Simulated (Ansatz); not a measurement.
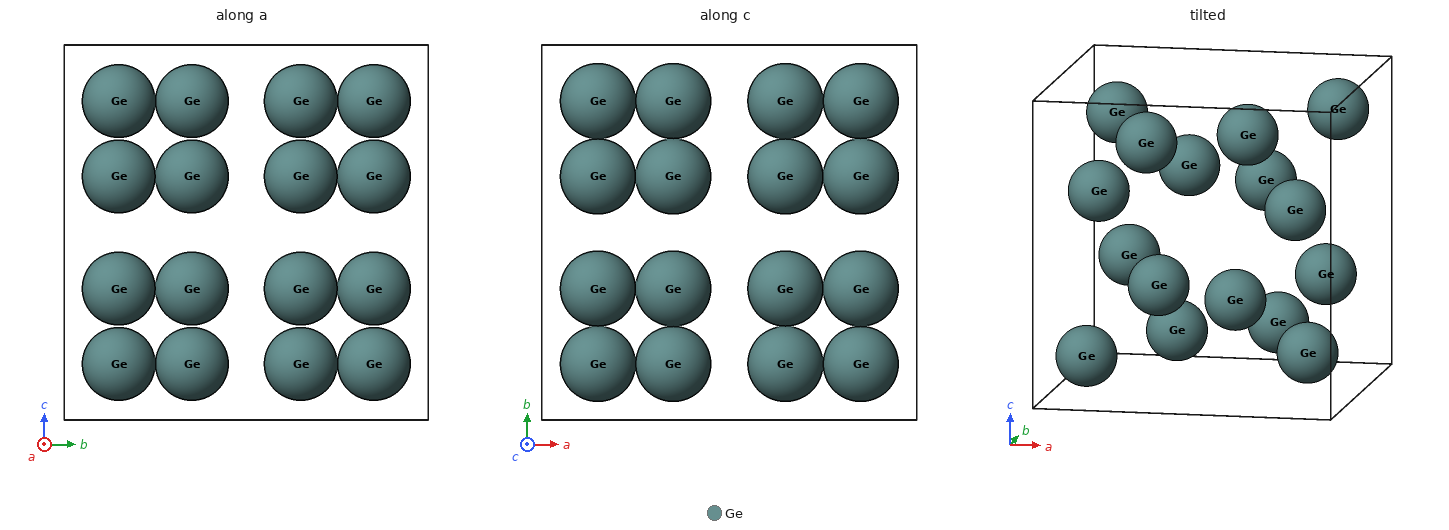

Crystal structure, spheres-only style, seen along the a axis, along the c axis and slightly off an axis. Atoms at the boundary of the conventional unit cell (the box) are drawn once for each face, edge or corner they touch. Cell: a = 6.968 Å, b = 6.968 Å, c = 7.177 Å, α = 90.00°, β = 90.00°, γ = 90.00°.

Give a description of the structure.

The element is germanium. Space group Ibca (No. 73), lattice body-centred orthorhombic. The cell holds 16 atoms. Ge is linked to four Ge in a distorted tetrahedral arrangement at about 2.5 to 2.6 Å.

Provenance: a structure listed in the Materials Project. The cell was then strained or its atoms displaced on purpose. It was set up as input for a calculation with Ansatz.
